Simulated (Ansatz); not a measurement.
# Does disorder add resistance in series? Pt(111) layers with 12.5 % Al

Two lengths of the disordered region are known. What area resistance does the third give?

Set-up. Ansatz 0.2.0, plane waves with PAW datasets at their recommended cutoffs (420 eV for most), Fermi-Dirac smearing; ballistic transmission by layer matching. The area resistance is RA = A (h/2e²)(1/T − 1/N), with T the zone-mean transmission per spin and N the lead's channels, both averaged over a few energies near the Fermi level; for magnets each spin is taken apart, with h/e², and the two conduct in parallel. Lateral cell 2x2, PBE, a fresh random draw for each length.

Results; the value marked ? is to be predicted:

```
length (Å)  channels N  RA (fΩ m²)
      9.06       6.780       0.569
      18.1       6.733       0.611
      27.2       6.713           ?
```

Worked fit:

Ohm's law makes RA linear in the length: the slope is (0.611 − 0.569)/(18.1 − 9.06) = 4.69×10⁻³ fΩ m² per Å, or 4.7 µΩ cm. Then 0.611 + 4.69×10⁻³ × 9.06. Predicted: 0.654 fΩ m².

Check against the run:

1.32 fΩ m², so the prediction is 50 % too low. The three lengths together give 41 µΩ cm. Single draws scatter; these runs don't part the causes of the miss, and leave the question open.

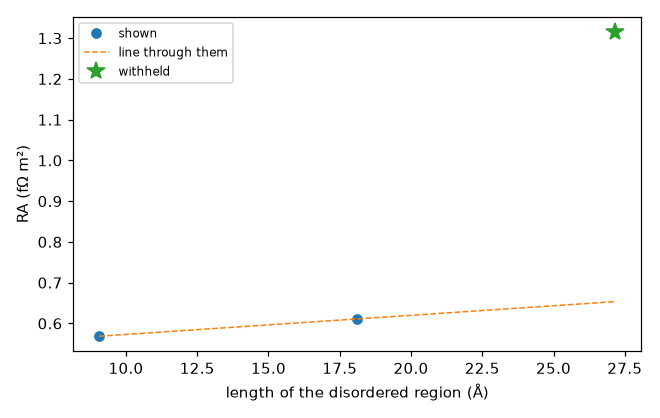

Area resistance against length.

Caveats: The scatterers repeat sideways with the small cell. The slope is a raw one; a model of isotropic scattering puts it 1.01 times the bulk value over these lengths. Atoms sit unrelaxed on the host's lattice, and the pair may not mix at random in practice. Spin-orbit coupling is left out, which matters for Pt.

[Logs are printed without paths, hosts, clocks, repeated set-up lines and the standing remarks that a program may print on its own settings, such as how far it seeks lower states.]
